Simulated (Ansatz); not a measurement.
# Geometry relaxation of C4HSi4 (part 4 of 5)

Continued. System: C4HSi4 (slab, 9 atoms in the cell). Method: DFT PBEsol, scalar-relativistic, plane waves, PAW, spin-polarised (Ansatz 0.2.0); cutoff 420 eV, 9×9×1 k-mesh, Gaussian smearing of 0.05 eV, collinear spins. The structure derives from an entry of the Crystallography Open Database. The input holds or restrains some coordinates. Forces given for the steps count only the free coordinates. It belongs to a series of runs on one base structure; here: H put at a bridge Si-Si site.

Geometry of the input (Å; fractional positions):
```
3.0806  0.0000  0.0000
0.0000  3.0806  0.0000
0.0000  0.0000  26.6241
C  0.0000  0.5000  0.3193
Si 0.5000  0.5000  0.3602
C  0.5000  0.0000  0.4011
Si 0.0000  0.0000  0.4420
C  0.0000  0.5000  0.4831
Si 0.5000  0.5000  0.5238
C  0.5000  0.0000  0.5646
Si 0.0000  0.0000  0.6062
H  0.0000  0.5000  0.5701
```

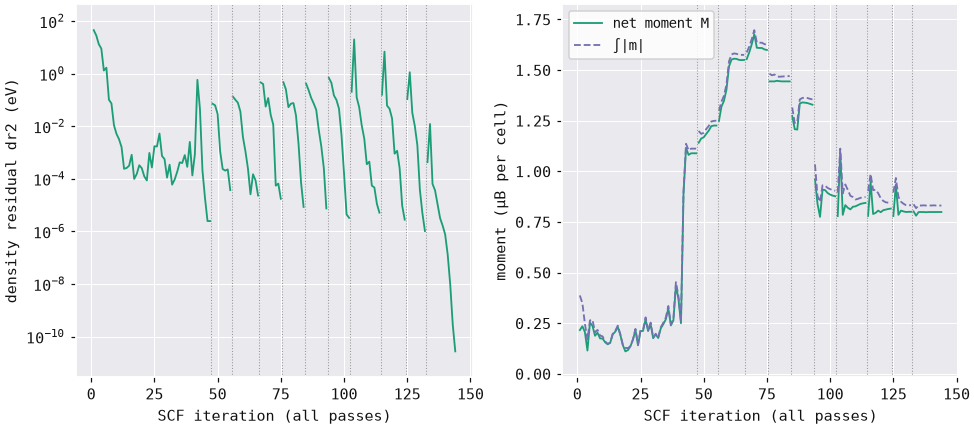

*Convergence of the self-consistent field: density residual dr2 and magnetic moment against the SCF iteration. The dotted lines part the SCF passes of the relaxation: geometry steps, rejected trials and re-solves on a re-selected basis.*

The 11 passes take 8 to 47 iterations each, 144 in all. The net moment goes from 0.2 to 0.8 μB per cell, with excursions between 0.1 and 1.7 on the way.

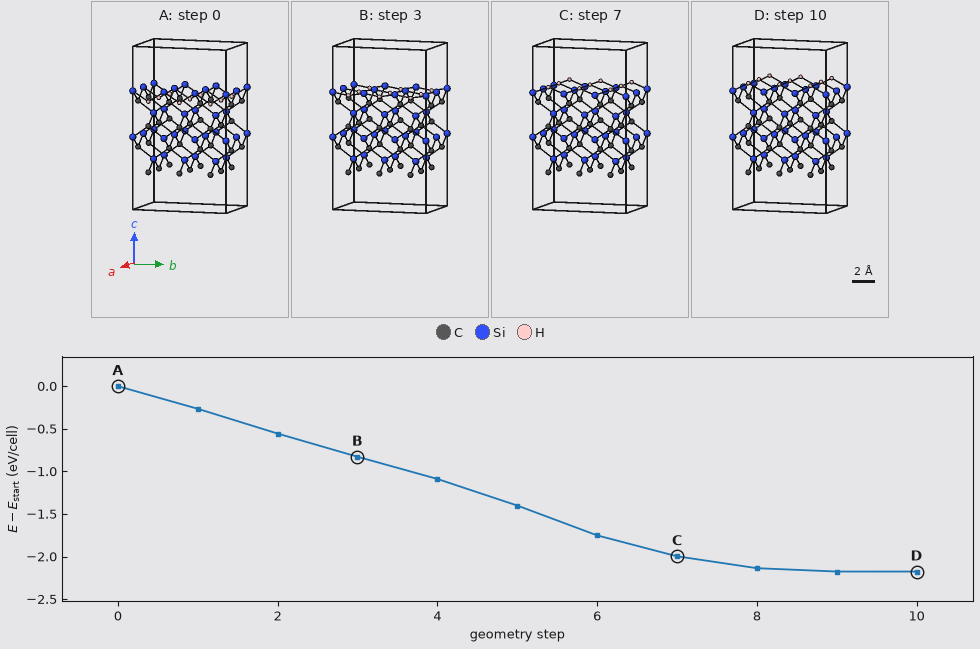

*Frames of the restrained relaxation (ball-and-stick view of the 2 × 3 repeat of the cell, with the vacuum cut short, seen slightly off an axis) above the curves, on which the letters mark them (the first geometry is step 0 here and step 1 in the log).*

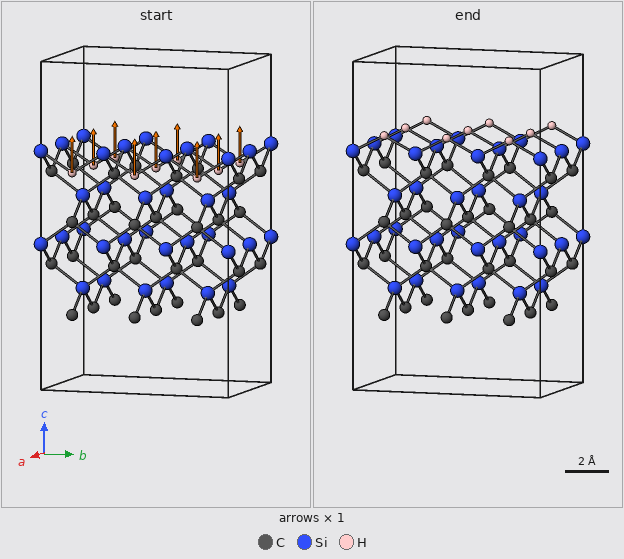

*Before (left) and after (right) the restrained relaxation, at one scale (ball-and-stick view of the 2 × 3 repeat of the cell, with the vacuum cut short, seen slightly off an axis). The orange arrows give the displacements, at true length.*

The atom that moves furthest is H9 (1.75 Å). By element the largest moves are H 1.75 Å, C 0.03 Å, Si 0.01 Å. The cell stays as it was. Distances before and after: Si8–H9 1.815 → 1.729 Å, Si6–C7 1.883 → 1.904 Å, C7–Si8 1.898 → 1.883 Å, C5–Si6 1.884 → 1.872 Å. Among the angles that change: C7–Si8–H9 72.0° → 105.1°, H9–Si8–H9 116.1° → 126.0°, Si8–H9–Si8 116.1° → 126.0°. The energy falls by 2.176 eV per cell of the calculation in 10 geometry steps. Largest force component: 1.4 eV/Å at the start, 0.017 eV/Å at the end. (Atoms are counted from 1 in the order of the input.)

```
WARN: The output density's exchange-correlation potential varies sharply where the density is thin. Do not read a vacuum level from v_tot or v_xc, or from such a field of the output density. On a cell that repeats whose density bears no net charge and no dipole along the vacuum's axis use v_es (v_loc + v_h of the components); under efield.dipole_correction with no amplitude use v_es + v_field, which holds any external_charges[].barrier, or the levels of the report's work_function block, which leave it out; under a non-zero efield.amplitude the vacuum is tilted and has no level; on a cell that repeats and bears such a dipole with no correction it is tilted too, and efield.dipole_correction with no amplitude gives each side of its ramp a level where efield: is served; in a cell that repeats whose density bears a net charge (total_charge, or a fill off its count) it is curved and has none; of a slab under crystal.periodic whose density bears no net charge use v_es, which has a level on each side, short of where the two are joined; of another it falls or rises all the way out and has none; of a slab beside external_charges read slab_vacuum_level instead, which it has where they leave it neutral. The grid or the basis barely resolves most such structure, and the values can differ between equally converged runs; as a rule a tighter scf.convergence.dr2_threshold does not remove it. Where the density itself ripples (under the LDA too) a higher basis.ecutwfc lessens it. The files hold the spikes' plane waves up to the density's cutoff. Files: v_tot_of_output_density and the like, and their columns of v_z.tsv (output.write_potential); v_xc_of_output_density and the like, and their columns of v_comp_z.tsv (output.write_potential_components). Measured: with its Gaussian average of σ = 0.25 Å subtracted twice, the exchange-correlation potential is over 0.1 eV at 314 of the grid points where the equally averaged density (valence and model cores) is under 1e-3 e/Å³, and 0.448 eV at the most among them, at an averaged density of 6.8e-8 e/Å³. The input density's (outcome.potential() and, of a run that writes arrays, v_tot and v_xc) is over 0.1 eV, so measured, at 335 points of its own thin density, 0.799 eV at the most. See output.write_potential in the manual, Limitations
SCF converged after 12 iterations
Stability not checked: this state was not tested for a lower state beside it, because the mixer in use, unlike msr1, does not test its closes by its own steps (another_mixer; see scf.mixing.algorithm and scf.lower_state_search)
Magnetization: 0.7987 μB (16.8993 up, 16.1007 down)
Absolute magnetization: 0.8320 μB (∫|ρ↑−ρ↓|, with the PAW one-centre terms)
Spin contamination: 0.0277 ħ² per cell (⟨S²⟩ above its minimum at these occupations)
Per-site moments (μB) at R_I (Å): [(0.3890454446286823, 0.7781758736129973), (0.016015474860643194, 0.7781758736129973), (0.04656096699752012, 0.7781758742470704), (0.005870156494962552, 0.7781758742470704), (0.0044749956707960436, 0.7721469314371142), (0.000336928882857611, 0.7721469314371142), (0.0009098328255262474, 0.7768088024954882), (0.0005507467906095864, 0.7130619324999992), (-0.00022055168856710428, 0.7130619324999992)]
Free energy (F): -3484.795854 eV
Harris-Foulkes:  -3484.795854 eV  (|F-HF|=8.19e-12)
Internal energy: -3484.794342 eV  (E = F + TS)
E sigma→0 (E₀):  -3484.795098 eV
Entropy (-TS):   -0.001512 eV (-0.168 meV/atom)
Fermi energy:    0.043809 eV
Dipole field:    D = 0.112167 V/Å  (p = 0.156623 e·Å, saw-weighted, corrected)
Work function:   Φ+ = 3.7397 eV   Φ− = 6.7260 eV
Levels:          The Fermi level and band energies are counted from a zero that moves with the ramp; work functions are not
--- Per-component energies (eV) ---
  E_band       = -218.729197
  E_kinetic    = 539.038497
  E_local      = -20363.961701  (includes V_loc(G=0)·N_el)
  E_nonlocal   = 210.710171
  E_hartree    = 9935.933868
  E_xc         = -421.185682
  E_vxc        = -439.871934  (∫ρ·V_xc dr)
  E_paw        = -2376.346660  (= ΣΔE_a)
  E_vpaw       = -36.009290  (= ΣTr[D̂ρ^β])
  E_aug_tail   = -0.001040  (compensation charges beyond the density's cutoff)
  E_efield     = 0.008784  (sawtooth field / dipole correction)
  E_vefield    = -0.501668  (∫n·V_field dr)
  E_ewald      = 8990.798777
  E_core_change = 0.210645  (= ΣΔE_core)
  E_smearing   = -0.001512  (= −TS)
  E_closure    = -0.000000  (closes the sum)
  Σ components = -3484.795854   (vs F -3484.795854, Δ=0.00e0)
--- Forces (eV/Å), atoms counted from 1 ---
  atom   1  C      0.00000000     0.00000000     2.12108360
  atom   2  Si     0.00000000     0.00000000    -2.46416138
  atom   3  C      0.00000000     0.00000000     0.76334349
  atom   4  Si     0.00000000     0.00000000    -0.42207647
  atom   5  C      0.00000000     0.00000000     0.00517380
  atom   6  Si     0.00000000     0.00000000     0.00434885
  atom   7  C      0.00000000     0.00000000    -0.01710358
  atom   8  Si     0.00000000     0.00000000     0.01195573
  atom   9  H      0.00000000     0.00000000    -0.00256160
  max |Σ_I F_I| component: 2.43e-6 eV/Å
--- Band table (eV; the first three rows and the last of 50) ---
  k-point 0 ↑: bands = ["-16.3476", "-15.1953", "-13.6184", "-11.2237", "-9.5240", "-6.6788", "-4.4131", "-4.2651", "-4.1478", "-3.3080", "-3.1792", "-2.5967", "-2.2469", "-1.9543", "-1.0335", "-0.7428", "0.4100", "1.2800", "1.7074", "3.0599", "3.4705", "3.8774", "4.1462", "4.5308", "5.1316", "5.3756"]
  k-point 1 ↑: bands = ["-16.1893", "-15.0452", "-13.4903", "-11.1500", "-9.4001", "-6.8062", "-5.0784", "-4.6735", "-4.1542", "-3.7838", "-3.2171", "-2.8742", "-2.2536", "-2.1973", "-1.0015", "-0.7372", "0.7186", "0.9256", "1.8632", "3.2562", "3.4720", "4.2237", "4.2626", "4.8662", "5.4637", "5.9120"]
  k-point 2 ↑: bands = ["-15.7213", "-14.6073", "-13.1403", "-11.0240", "-9.0619", "-7.5994", "-6.4367", "-5.3628", "-4.9082", "-3.8376", "-3.1699", "-2.9702", "-2.9562", "-2.0832", "-1.0905", "-0.7420", "0.0843", "0.3812", "2.1998", "3.2722", "4.0477", "4.7962", "5.4955", "5.6449", "6.1275", "6.3173"]
  k-point 24 ↓: bands = ["-12.0770", "-11.6831", "-11.1693", "-8.9799", "-8.7985", "-8.4123", "-8.0757", "-7.3274", "-6.5893", "-5.9338", "-5.6177", "-5.0303", "-4.9434", "-4.4221", "-3.6358", "-1.4547", "-0.7096", "-0.2691", "1.2230", "1.3930", "3.0996", "3.4977", "4.2295", "5.0846", "5.6131", "6.0342"]
--- Relaxed structure (11 steps of the walk, 11 accepted, 0 SCFs on fresh bases) ---
  F+E_penalty+E_count = -3484.79585378 eV   max|allowed force component| = 1.710e-2 eV/Å
  atoms:
    - { symbol: C, position: [0.0, 0.5, 0.3192590629] }
    - { symbol: Si, position: [0.5, 0.5, 0.3601679335] }
    - { symbol: C, position: [0.5, 0.0, 0.40107680419999997] }
    - { symbol: Si, position: [0.0, 0.0, 0.4419856749] }
    - { symbol: C, position: [0.0, 0.5, 0.4837235496588723] }
    - { symbol: Si, position: [0.5, 0.5, 0.5236740493754974] }
    - { symbol: C, position: [0.5, 0.0, 0.565721654186815] }
    - { symbol: Si, position: [0.0, 0.0, 0.6064145423613446] }
    - { symbol: H, position: [0.0, 0.5, 0.6358846631554048] }
--- Löwdin populations: 9 sites ---
  site symbol       q [e]    m [muB]
     0      C      4.4303     0.7181
     1     Si      2.9976    -0.0185
     2      C      4.9423     0.0730
     3     Si      2.9693     0.0086
     4      C      4.9590     0.0059
     5     Si      2.9641    -0.0002
     6      C      4.9328     0.0014
     7     Si      3.3918     0.0030
     8      H      1.0318    -0.0007
  spilling = 0.011550 (of n_electrons = 33.000000)
```

File populations.tsv
```
# site	symbol	l	j	q_up	q_dn
# orbitals = lowdin
# n_electrons = 33.000000
# spilling = 0.011550
0	C	0_2S	-	0.760157	0.660176
0	C	1_2P	-	1.814049	1.195959
1	Si	0_3S	-	0.454629	0.458605
1	Si	1_3P	-	1.034961	1.049439
2	C	0_2S	-	0.592794	0.584320
2	C	1_2P	-	1.914818	1.850338
3	Si	0_3S	-	0.459410	0.456442
3	Si	1_3P	-	1.029520	1.023896
4	C	0_2S	-	0.578892	0.580258
4	C	1_2P	-	1.903534	1.896279
5	Si	0_3S	-	0.455752	0.455476
5	Si	1_3P	-	1.026164	1.026682
6	C	0_2S	-	0.585075	0.584963
6	C	1_2P	-	1.881995	1.880755
7	Si	0_3S	-	0.589501	0.588915
7	Si	1_3P	-	1.107865	1.105475
8	H	0_1S	-	0.515536	0.516220
```

Trajectory as extended XYZ (Å, eV, eV/Å), 11 frames, from step=1 to step=11
```
9
Lattice="3.0806 0.0000 0.0000 0.0000 3.0806 0.0000 0.0000 0.0000 26.6241" Properties=species:S:1:pos:R:3:forces:R:3 step=1 energy=-3482.61962
C     0.0000    1.5403    8.5000    0.0000   0.0000   2.0184
Si    1.5403    1.5403    9.5892    0.0000   0.0000  -2.2383
C     1.5403    0.0000   10.6783    0.0000   0.0000   0.3051
Si    0.0000    0.0000   11.7675    0.0000   0.0000   0.0447
C     0.0000    1.5403   12.8618    0.0000   0.0000  -0.4467
Si    1.5403    1.5403   13.9470    0.0000   0.0000  -0.1918
C     1.5403    0.0000   15.0307    0.0000   0.0000  -0.6790
Si    0.0000    0.0000   16.1396    0.0000   0.0000  -0.1919
H     0.0000    1.5403   15.1796    0.0000   0.0000   1.3794
9
Lattice="3.0806 0.0000 0.0000 0.0000 3.0806 0.0000 0.0000 0.0000 26.6241" Properties=species:S:1:pos:R:3:forces:R:3 step=2 energy=-3482.88499
C     0.0000    1.5403    8.5000    0.0000   0.0000   1.9995
Si    1.5403    1.5403    9.5892    0.0000   0.0000  -2.2138
C     1.5403    0.0000   10.6783    0.0000   0.0000   0.2522
Si    0.0000    0.0000   11.7675    0.0000   0.0000  -0.0530
C     0.0000    1.5403   12.8508    0.0000   0.0000  -0.1296
Si    1.5403    1.5403   13.9409    0.0000   0.0000  -0.1116
C     1.5403    0.0000   15.0191    0.0000   0.0000  -0.4911
Si    0.0000    0.0000   16.1484    0.0000   0.0000  -0.4935
H     0.0000    1.5403   15.3753    0.0000   0.0000   1.2417
9
Lattice="3.0806 0.0000 0.0000 0.0000 3.0806 0.0000 0.0000 0.0000 26.6241" Properties=species:S:1:pos:R:3:forces:R:3 step=3 energy=-3483.17595
C     0.0000    1.5403    8.5000    0.0000   0.0000   1.9804
Si    1.5403    1.5403    9.5892    0.0000   0.0000  -2.1893
C     1.5403    0.0000   10.6783    0.0000   0.0000   0.2313
Si    0.0000    0.0000   11.7675    0.0000   0.0000  -0.2802
C     0.0000    1.5403   12.8390    0.0000   0.0000  -0.1070
Si    1.5403    1.5403   13.9155    0.0000   0.0000  -0.1556
C     1.5403    0.0000   14.9642    0.0000   0.0000   0.0394
Si    0.0000    0.0000   16.0882    0.0000   0.0000  -0.7191
H     0.0000    1.5403   15.5703    0.0000   0.0000   1.2015
9
Lattice="3.0806 0.0000 0.0000 0.0000 3.0806 0.0000 0.0000 0.0000 26.6241" Properties=species:S:1:pos:R:3:forces:R:3 step=4 energy=-3483.44800
C     0.0000    1.5403    8.5000    0.0000   0.0000   2.0082
Si    1.5403    1.5403    9.5892    0.0000   0.0000  -2.2401
C     1.5403    0.0000   10.6783    0.0000   0.0000   0.3051
Si    0.0000    0.0000   11.7675    0.0000   0.0000  -0.5579
C     0.0000    1.5403   12.8305    0.0000   0.0000   0.0893
Si    1.5403    1.5403   13.9007    0.0000   0.0000  -0.2793
C     1.5403    0.0000   14.9417    0.0000   0.0000   0.0466
Si    0.0000    0.0000   16.0189    0.0000   0.0000  -0.4964
H     0.0000    1.5403   15.7653    0.0000   0.0000   1.1229
9
Lattice="3.0806 0.0000 0.0000 0.0000 3.0806 0.0000 0.0000 0.0000 26.6241" Properties=species:S:1:pos:R:3:forces:R:3 step=5 energy=-3483.70875
C     0.0000    1.5403    8.5000    0.0000   0.0000   2.0364
Si    1.5403    1.5403    9.5892    0.0000   0.0000  -2.3012
C     1.5403    0.0000   10.6783    0.0000   0.0000   0.3957
Si    0.0000    0.0000   11.7675    0.0000   0.0000  -0.6523
C     0.0000    1.5403   12.8365    0.0000   0.0000  -0.2530
Si    1.5403    1.5403   13.8800    0.0000   0.0000  -0.0104
C     1.5403    0.0000   14.9317    0.0000   0.0000  -0.2588
Si    0.0000    0.0000   15.9730    0.0000   0.0000  -0.3541
H     0.0000    1.5403   15.9603    0.0000   0.0000   1.3977
9
Lattice="3.0806 0.0000 0.0000 0.0000 3.0806 0.0000 0.0000 0.0000 26.6241" Properties=species:S:1:pos:R:3:forces:R:3 step=6 energy=-3484.02073
C     0.0000    1.5403    8.5000    0.0000   0.0000   2.0441
Si    1.5403    1.5403    9.5892    0.0000   0.0000  -2.3165
C     1.5403    0.0000   10.6783    0.0000   0.0000   0.4398
Si    0.0000    0.0000   11.7675    0.0000   0.0000  -0.8998
C     0.0000    1.5403   12.8280    0.0000   0.0000  -0.1186
Si    1.5403    1.5403   13.8672    0.0000   0.0000  -0.1708
C     1.5403    0.0000   14.9167    0.0000   0.0000  -0.2193
Si    0.0000    0.0000   15.9451    0.0000   0.0000  -0.3684
H     0.0000    1.5403   16.1552    0.0000   0.0000   1.6087
9
Lattice="3.0806 0.0000 0.0000 0.0000 3.0806 0.0000 0.0000 0.0000 26.6241" Properties=species:S:1:pos:R:3:forces:R:3 step=7 energy=-3484.37086
C     0.0000    1.5403    8.5000    0.0000   0.0000   2.0629
Si    1.5403    1.5403    9.5892    0.0000   0.0000  -2.3559
C     1.5403    0.0000   10.6783    0.0000   0.0000   0.5254
Si    0.0000    0.0000   11.7675    0.0000   0.0000  -1.1354
C     0.0000    1.5403   12.8246    0.0000   0.0000  -0.1540
Si    1.5403    1.5403   13.8496    0.0000   0.0000  -0.2266
C     1.5403    0.0000   14.9015    0.0000   0.0000  -0.3997
Si    0.0000    0.0000   15.9136    0.0000   0.0000   0.1900
H     0.0000    1.5403   16.3528    0.0000   0.0000   1.4936
9
Lattice="3.0806 0.0000 0.0000 0.0000 3.0806 0.0000 0.0000 0.0000 26.6241" Properties=species:S:1:pos:R:3:forces:R:3 step=8 energy=-3484.61645
C     0.0000    1.5403    8.5000    0.0000   0.0000   2.0847
Si    1.5403    1.5403    9.5892    0.0000   0.0000  -2.3944
C     1.5403    0.0000   10.6783    0.0000   0.0000   0.5889
Si    0.0000    0.0000   11.7675    0.0000   0.0000  -1.1363
C     0.0000    1.5403   12.8295    0.0000   0.0000  -0.0217
Si    1.5403    1.5403   13.8608    0.0000   0.0000  -0.2143
C     1.5403    0.0000   14.9190    0.0000   0.0000   0.0931
Si    0.0000    0.0000   15.9649    0.0000   0.0000   0.0784
H     0.0000    1.5403   16.5528    0.0000   0.0000   0.9237
```
